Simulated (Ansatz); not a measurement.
# GaN: what the fields show

Input

```
crystal:
  lattice:
    - [5.569433685, 0.0, 0.0]
    - [0.0, 5.569433685, 0.0]
    - [0.0, 0.0, 5.569433685]
  atoms:
    - { symbol: Ga, position: [0.5, 0.0, 0.75] }
    - { symbol: Ga, position: [0.75, 0.5, 0.0] }
    - { symbol: Ga, position: [0.0, 0.75, 0.5] }
    - { symbol: Ga, position: [0.5, 0.0, 0.25] }
    - { symbol: Ga, position: [0.25, 0.5, 0.0] }
    - { symbol: Ga, position: [0.0, 0.25, 0.5] }
    - { symbol: "N", position: [0.0, 0.5, 0.75] }
    - { symbol: "N", position: [0.75, 0.0, 0.5] }
    - { symbol: "N", position: [0.5, 0.75, 0.0] }
    - { symbol: "N", position: [0.0, 0.5, 0.25] }
    - { symbol: "N", position: [0.25, 0.0, 0.5] }
    - { symbol: "N", position: [0.5, 0.25, 0.0] }
basis:
  ecutwfc: 420
kpoints:
  mp_grid: { grid: [6, 6, 6] }
hamiltonian:
  xc: pbe
scf:
  occupations: { method: gaussian, width: 0.02 }
output:
  forces: true
  stress: true
  eigenvalues: true
  write_density: true
  write_potential: true
  elf: true
  volumetric_format: npy
relax:
  adjacent_minimum: "off"
  f_tol: 0.01
  max_steps: 80
  cell: { stress_tol: 0.05 }
```

Command:

```sh
ansatz run input.yaml --threads 1 --pin off --max-ram 2560MiB --backend cpu --events-out ev --progress --plain --runs-dir out
```

Below, planes, directions and counts refer to the conventional cell (a = 5.57 Å, b = 5.57 Å, c = 5.57 Å, α = 90.00°, β = 90.00°, γ = 90.00°).

The fields are those of the relaxed geometry.

Space group Pm-3n; a structure generated by program, which may or may not match a known phase.

Computed with DFT PBE, scalar-relativistic, plane waves, PAW (Ansatz).

In a PAW calculation such maps are meaningful between the atoms, not at the nuclei.

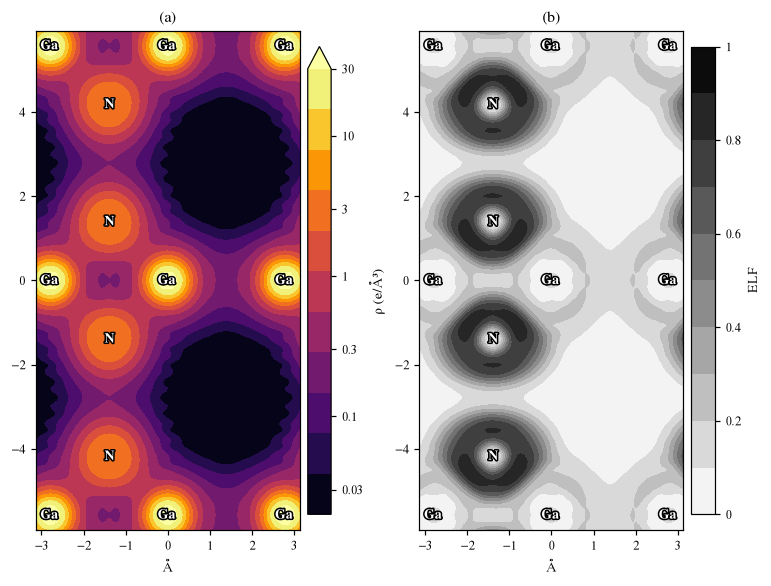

Figure 1. (a) valence charge density (pseudo); (b) electron localisation function on the (001) plane of the conventional cell.

### Interpret the plot.

- Atoms in the plane: Ga and N.
- Ga–N (1.97 Å): ρ at the midpoint is about 0.71 e/Å³; the ELF peaks at about 0.85 in the valence shell of N, 0.7 Å from its nucleus, and is about 0.45 at the midpoint.
- The density dies away to nearly zero in the voids.

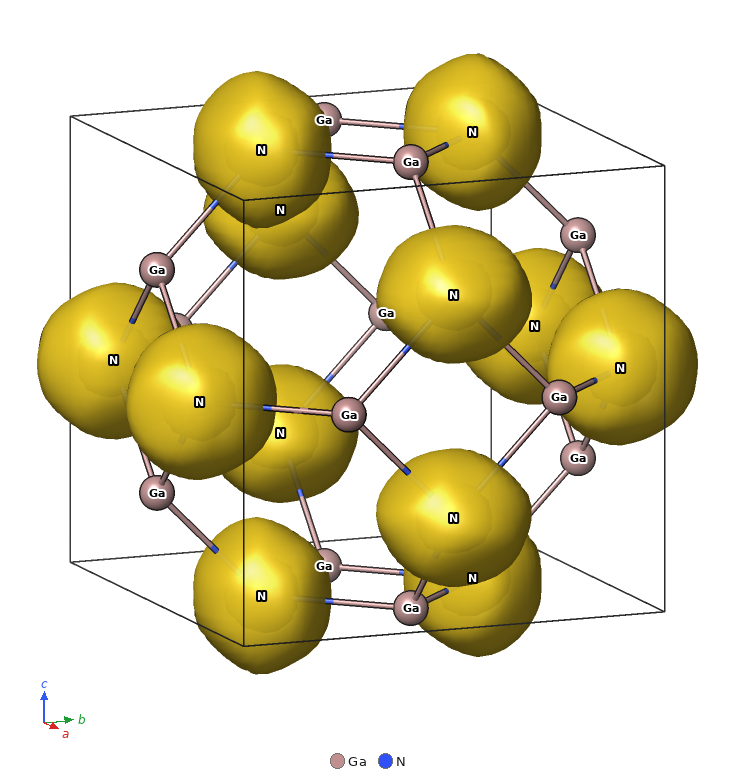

Figure 2. Isosurface of the ELF at 0.7 (yellow), seen slightly off an axis. Core shells and regions of very low density are left out. Sticks mark near contacts.

### Describe the localisation domains.

The surface consists of six regions wrapped around N (the valence shell of each), counted in one cell of 12 atoms. Regions shared between cells count once.

### Does the calculation make it a metal, or give it a gap?

It is gapped, with a Kohn–Sham gap of 1.5 eV on the k-point mesh (the band edges may lie off the mesh, which would make the gap smaller).
